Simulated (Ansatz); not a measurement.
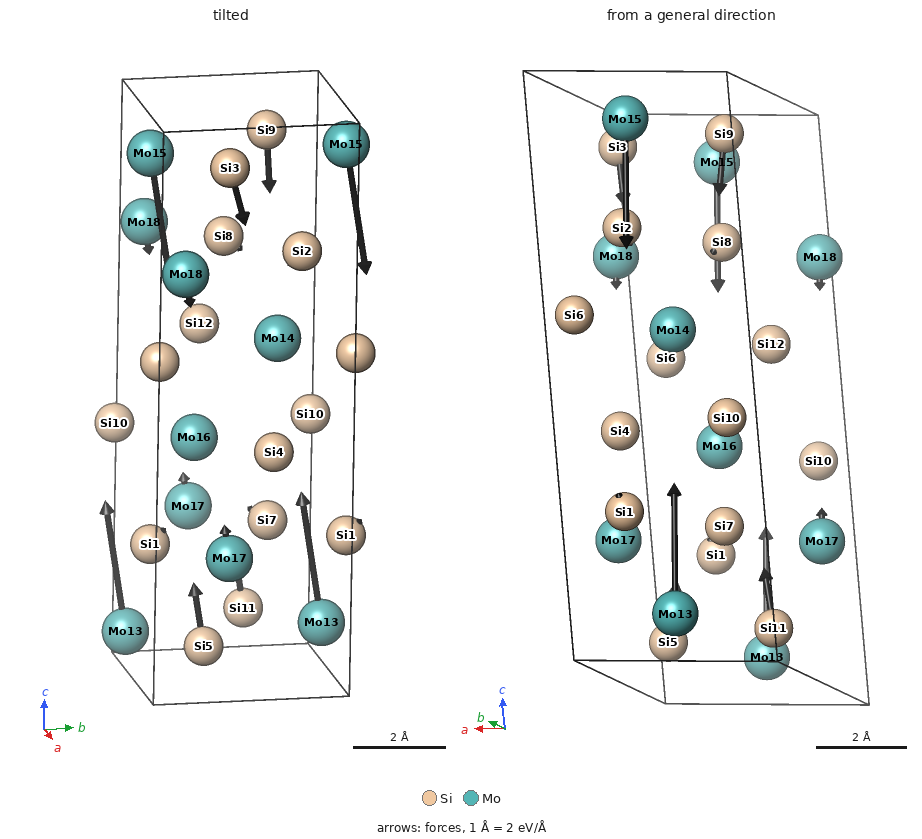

Spheres-only drawing of the structure, looking slightly off an axis and from a general direction. The parallelepiped is the simulation cell. The arrows are the computed forces on the atoms.

System: Si2Mo. Calculation details: Ansatz, DFT PBEsol, scalar-relativistic, plane waves, PAW; a 420 eV plane-wave basis, a 10×10×3 sampling of the Brillouin zone, Gaussian smearing of 0.15 eV, no spin polarisation.

Question: Are the atoms in equilibrium?

Answer: No. The atoms still feel forces of up to about 5.1 eV/Å, far above a usual threshold of 0.01 to 0.03 eV/Å.

Question: Which atom has the biggest force on it?

Answer: Mo13 and Mo15, about 5.1 eV/Å.

Starting structure: a structure listed in the Materials Project. The cell was then strained or its atoms displaced on purpose. Ansatz was used for an electronic-structure calculation on it.
